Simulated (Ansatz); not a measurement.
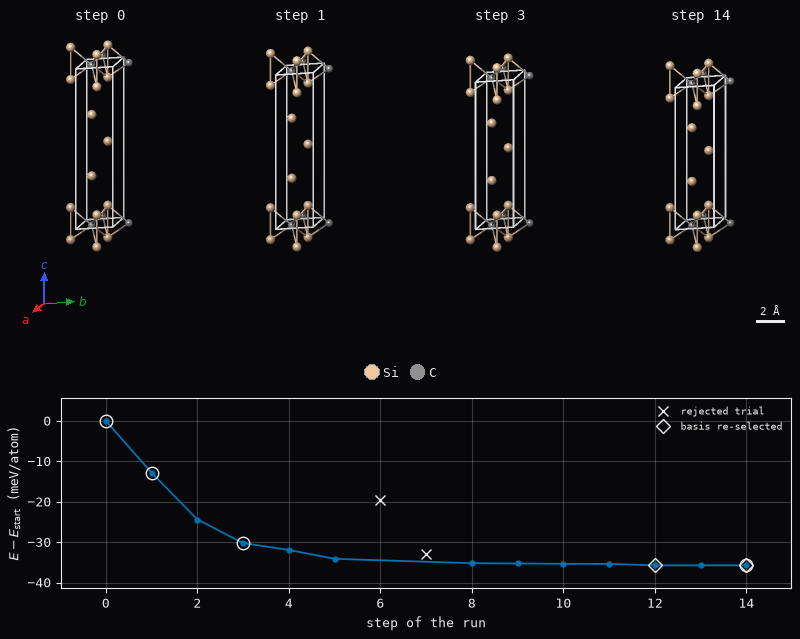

Frames of a relaxation of crystalline Si5C (a generated structure, set up in P-6m2), marked on the history of the run. Style: ball-and-stick. Shown: the cell of the calculation, slightly off an axis.

All numbers below come from DFT PBE, scalar-relativistic, plane waves, PAW in Ansatz 0.2.0. Set-up: plane-wave cutoff 420 eV; k-point mesh 18 × 18 × 4; occupations gaussian; smearing width 0.1 eV; no spin polarisation; cell and atoms relaxed; force threshold 0.01 eV/Å; at most 80 steps.

Describe the path.

Over 10 accepted moves (14 points after the start) the energy falls by 35.7 meV per atom. Largest force component: 0.073 eV/Å at the start, 0.00018 eV/Å at the end. Pressure: 0.14 GPa at the start and 0.00 GPa at the end. The line search rejected the trial steps at points 6, 7 of the run. The SCF was repeated twice at an unchanged geometry on a basis and grid sized afresh for the cell, which shifted the energy by 0.4 meV per atom at most. The largest moves relative to the cell, 0.14 Å, are those of Si atoms. C stays in place. Cell: a = b 2.771 → 2.890 Å (+4.3 %), c 12.060 → 10.681 Å (−11.4 %). Volume −3.7 %. Among the contacts that change: C–Si 2.006 → 2.065 Å, Si–Si 2.421 → 2.433 Å. Among the angles between lasting bonds that change: Si–C–Si 74.2° → 72.2°. The space group stays P-6m2 (No. 187). From step 0 to 1: Si atoms move most (0.04 Å), volume −2.1 %, energy −12.8 meV per atom. From step 1 to 3: Si atoms move most (0.06 Å), volume −2.0 %, energy −17.4 meV per atom. From step 3 to 14: Si atoms move most (0.06 Å), volume +0.4 %, energy −5.5 meV per atom.

| step | E − E(0), meV/atom | largest force component, eV/Å | pressure, GPa | volume, Å³/atom | note |
| --- | --- | --- | --- | --- | --- |
| 0 | 0.00 | 0.0725 | 0.14 | 13.368 |  |
| 1 | -12.84 | 0.5256 | 0.70 | 13.091 |  |
| 2 | -24.41 | 0.3901 | 3.20 | 12.527 |  |
| 3 | -30.24 | 0.1776 | 1.02 | 12.823 |  |
| 4 | -31.94 | 0.1752 | 0.31 | 12.891 |  |
| 5 | -34.13 | 0.1035 | -0.49 | 12.927 |  |
| 6 | -19.52 | 0.1849 | 0.58 | 12.845 | rejected |
| 7 | -32.93 | 0.0942 | 1.39 | 12.714 | rejected |
| 8 | -35.22 | 0.0355 | -0.17 | 12.884 |  |
| 9 | -35.28 | 0.0094 | 0.00 | 12.871 |  |
| 10 | -35.38 | 0.0136 | 0.01 | 12.869 |  |
| 11 | -35.39 | 0.0061 | 0.00 | 12.868 |  |
| 12 | -35.75 | 0.0052 | 0.02 | 12.868 | same geometry, new basis |
| 13 | -35.75 | 0.0002 | 0.00 | 12.872 |  |
| 14 | -35.75 | 0.0002 | 0.00 | 12.872 | same geometry, new basis |

Limits of the set-up: layers or molecules are held without a dispersion correction, so their spacing is unreliable.
